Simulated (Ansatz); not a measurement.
# Calculations on WSe2

### Relaxation

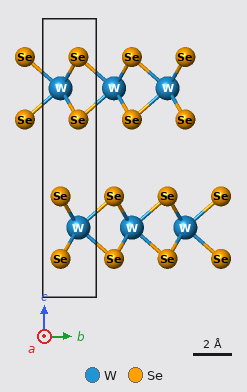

Starting structure of solid WSe2 (built on the WSe2-type type). A ball-and-stick model of the cell of the calculation, repeated 1 × 3 × 1 with one cell outlined, seen along the a axis.

Case: volume × 0.960.

Theory: DFT PBE, scalar-relativistic, plane waves, PAW in Ansatz.

Input file:
```yaml
crystal:
  lattice:
    - [3.2965076607, 0.0, 0.0]
    - [-1.6482538304, 2.8548593779, 0.0]
    - [0.0, 0.0, 14.8741655736]
  atoms:
    - { symbol: W, position: [0.3333333333, 0.6666666667, 0.25], spin: 0.05 }
    - { symbol: W, position: [0.6666666667, 0.3333333333, 0.75], spin: 0.05 }
    - { symbol: Se, position: [0.3333333333, 0.6666666667, 0.6379265166] }
    - { symbol: Se, position: [0.6666666667, 0.3333333333, 0.1379265166] }
    - { symbol: Se, position: [0.3333333333, 0.6666666667, 0.8620734834] }
    - { symbol: Se, position: [0.6666666667, 0.3333333333, 0.3620734834] }
basis:
  ecutwfc: 420
  ecutrho_ratio: 4
kpoints:
  mp_grid: { grid: [10, 10, 2] }
hamiltonian:
  xc: pbe
scf:
  occupations: { method: gaussian, width: 0.05 }
output:
  forces: true
  stress: true
  eigenvalues: true
  populations: true
magnetization:
  spin_polarized: true
relax:
  f_tol: 0.01
  max_steps: 40
  cell: { stress_tol: 0.1, fix: [volume] }
```

Run as
```bash
ansatz run input.yaml --threads 4 --pin off --max-ram 7168MiB --backend cpu --events-out ev --progress --plain --runs-dir out
```

Q: Predict the outcome.

A: The energy falls by 3.7 meV per atom in 3 accepted moves (4 points after the start). Largest force component: 0.35 eV/Å at the start, 0.0039 eV/Å at the end. The pressure goes from 2.56 to 0.18 GPa. The SCF was repeated once at an unchanged geometry on a basis and grid sized afresh for the cell, which shifted the energy by less than 0.05 meV per atom at most. The largest moves relative to the cell, 0.033 Å, are those of Se3, Se4, Se5 and Se6. Se4 goes along −c. W stays in place. The drawn cell changes at constant volume: a = b 3.297 → 3.318 Å (+0.7 %), c 14.874 → 14.681 Å (−1.3 %). Some distances before and after: W1–Se4 2.530 → 2.547 Å. The space group stays P6_3/mmc (No. 194). The program noted that the starting moments weren't kept.

Step by step:

```tsv
step	E − E(0), meV/atom	largest force component, eV/Å	pressure, GPa	note
0	0.00	0.3513	2.56	
1	-1.31	0.3423	-1.54	
2	-3.55	0.0220	-0.10	
3	-3.73	0.0038	0.18	
4	-3.73	0.0039	0.18	same geometry, new basis
```

The end point in the same view:

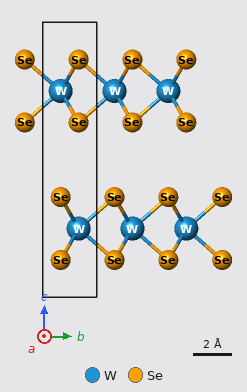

Limits of the set-up: layers or molecules are held without a dispersion correction, so their spacing is unreliable.

### Relaxation

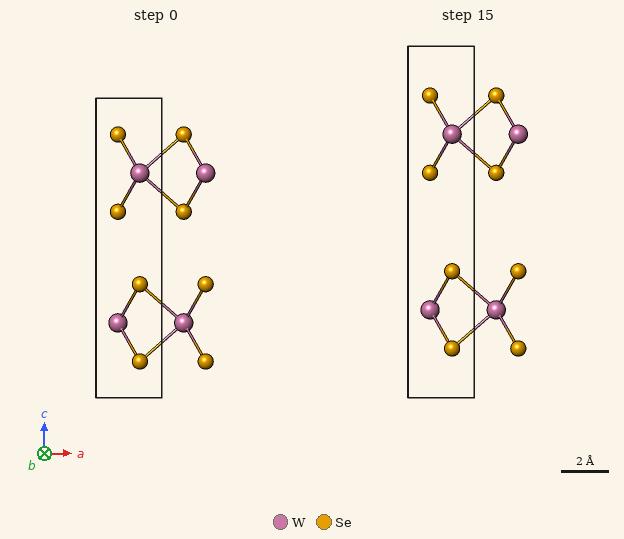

The structure of crystalline WSe2 (built on the WSe2-type type) before (left) and after (right) a relaxation, at one scale.

Style: ball-and-stick. Shown: the cell of the calculation, repeated 2 × 1 × 1 with one cell outlined, along the b axis.

These are results of DFT PBE, scalar-relativistic, plane waves, PAW in Ansatz 0.2.0, not measurements. Settings: plane-wave cutoff 420 eV; k-point mesh 10 × 10 × 4; occupations gaussian; smearing width 0.05 eV; collinear spin; cell and atoms relaxed; force threshold 0.01 eV/Å; at most 60 steps.

Q: Describe what moved and what it gained.

A: Over 12 accepted moves (15 points after the start) the energy falls by 16.4 meV per atom. The largest force component goes from 0.0065 to 0.00029 eV/Å. The pressure goes from 2.27 to 0.00 GPa. At 3 points the geometry stayed and the basis and grid were re-selected for the new cell (energy shift of 0.8 meV per atom at most each time). The largest moves relative to the cell, 0.29 Å, are those of Se atoms. W stays in place. The drawn cell changes as follows: a = b 3.301 → 3.321 Å (+0.6 %), c 13.013 → 15.269 Å (+17.3 %); the volume changes by +18.7 %. Some distances before and after: Se–W 2.540 → 2.548 Å. The space group stays P6_3/mmc (No. 194). The program noted that the starting moments weren't kept.

Limits of the set-up: layers or molecules are held without a dispersion correction, so their spacing is unreliable.

### A change

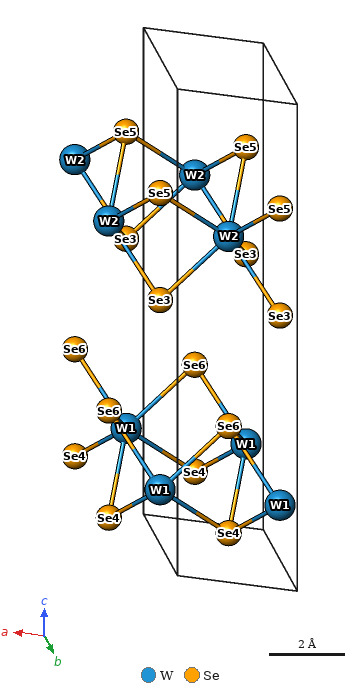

Reference structure: crystalline WSe2 (built on the WSe2-type type). A ball-and-stick model of the cell of the calculation, repeated 2 × 2 × 1 with one cell outlined, seen from a free direction.

These are results of Ansatz, DFT PBE, scalar-relativistic, plane waves, PAW, not measurements. Set-up: plane-wave cutoff 420 eV; k-point mesh 10 × 10 × 2; occupations gaussian; smearing width 0.05 eV; collinear spin.

Change: The cell is strained by +0.1 % along [3 3 −1], −0.1 % along [1 −1 0], −1.2 % in a general direction near [3 3 1] (volume −1.2 %) and atoms are displaced by up to 0.35 Å (root mean square over those that move 0.26 Å) relative to the cell: Se6 0.35 Å roughly along [1 −1 0], W1 0.27 Å roughly along [1 1 0]. No relaxation follows.

### Predict the response.

The energy rises by 703 meV per atom. Pressure: 0.0 GPa before, 12.7 GPa after. The principal stresses (compression positive) are 25.4 GPa in a general direction near [3 3 1], 9.2 GPa roughly along [2 3 −1], 3.6 GPa in a general direction near [1 −1 0]. The largest force is 14 eV/Å, on W2, along [−3 −1 −1]. The forces point partly back along the displacements (cosine −0.67). Near-neighbour distances before and after: Se–W 2.548 → 2.076 to 2.894 Å. The space group (tolerance 0.01 Å) goes from Cmcm (No. 63) to P1 (No. 1).

Drawn alike, the variant:

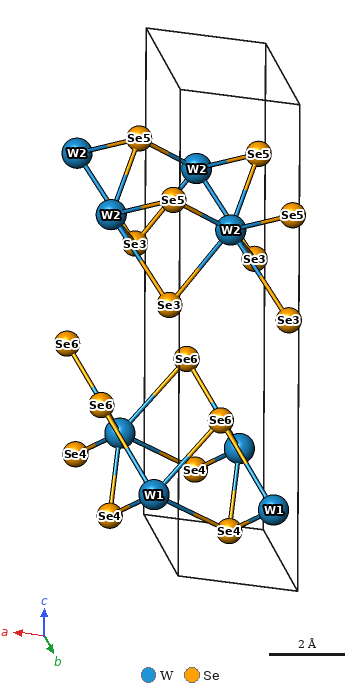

Limits of the set-up: layers or molecules are held without a dispersion correction, so their spacing is unreliable.

### A change

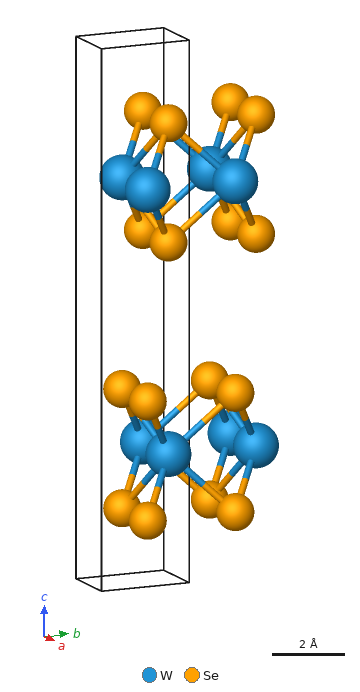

Reference structure: solid WSe2 (built on the WSe2-type type). A ball-and-stick model of the cell of the calculation, repeated 2 × 2 × 1 with one cell outlined, seen slightly off an axis.

Method: DFT PBE, scalar-relativistic, plane waves, PAW (Ansatz). Settings: plane-wave cutoff 420 eV; k-point mesh 10 × 10 × 2; occupations gaussian; smearing width 0.05 eV; collinear spin.

Now this is done to it. The cell is strained by +3.0 % along [1 2 0] and none across it (volume +3.0 %), the atoms keeping their fractional coordinates. No relaxation follows.

Q: What does the calculation give for the changed structure?

A: The energy rises by 12.0 meV per atom. Pressure: 0.0 GPa before, −2.9 GPa after. The principal stresses (compression positive) are −1.4 GPa along a, −2.1 GPa along c, −5.1 GPa along [1 2 0]. The largest forces, 0.3 eV/Å, act on 4 Se atoms of the calculation's cell. Some distances before and after: Se–W 2.548 → 2.559 to 2.592 Å. The space group (tolerance 0.01 Å) goes from P6_3/mmc (No. 194) to Cmcm (No. 63).

Drawn alike, the variant:

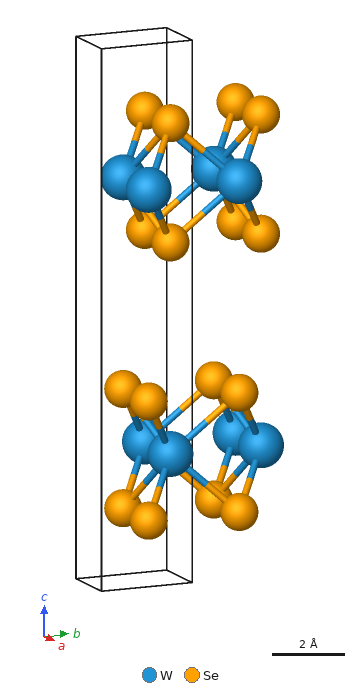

Limits of the set-up: layers or molecules are held without a dispersion correction, so their spacing is unreliable.

### Distortion

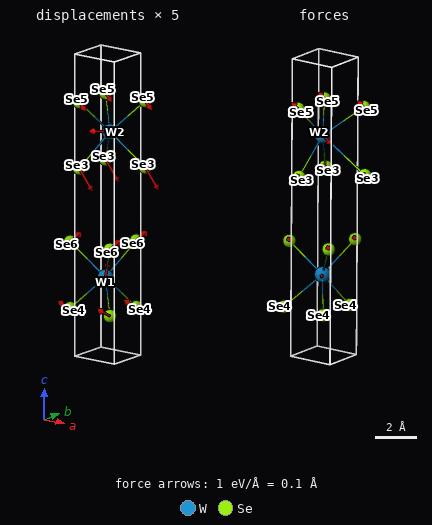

Left: solid WSe₂ (built on the WSe2-type type), with red arrows for the displacements applied to it (without the part that the change of the cell carries along). Right: the displaced structure with the computed forces. Besides, the cell is strained by +1.8 % in a general direction near b, −0.5 % roughly along [2 1 0], −2.5 % along [0 2 −1] (volume −1.3 %). Style: ball-and-stick. Shown: the cell of the calculation, slightly off an axis.

The calculation used DFT PBE, scalar-relativistic, plane waves, PAW in Ansatz. Set-up: plane-wave cutoff 420 eV; k-point mesh 10 × 10 × 2; occupations gaussian; smearing width 0.05 eV; collinear spin.

Q: Where do the forces point?

A: Atoms are displaced by up to 0.29 Å (root mean square over those that move 0.22 Å) relative to the cell: Se3 0.29 Å along [3 3 −1], W2 0.26 Å roughly along [−1 −2 0]. No relaxation follows. The energy rises by 365 meV per atom. The pressure goes from 0.0 to 4.9 GPa. The principal stresses (compression positive) are 18.8 GPa roughly along [1 3 −1], 1.4 GPa roughly along [3 1 0], −5.4 GPa roughly along [1 3 1]. The largest force is 8.1 eV/Å, on W2, roughly along [2 3 −1]. The forces point partly back along the displacements (cosine −0.64). Near-neighbour distances before and after: Se–W 2.548 → 2.216 to 2.916 Å. The space group (tolerance 0.01 Å) goes from Cmcm (No. 63) to P1 (No. 1).

Limits of the set-up: layers or molecules are held without a dispersion correction, so their spacing is unreliable.
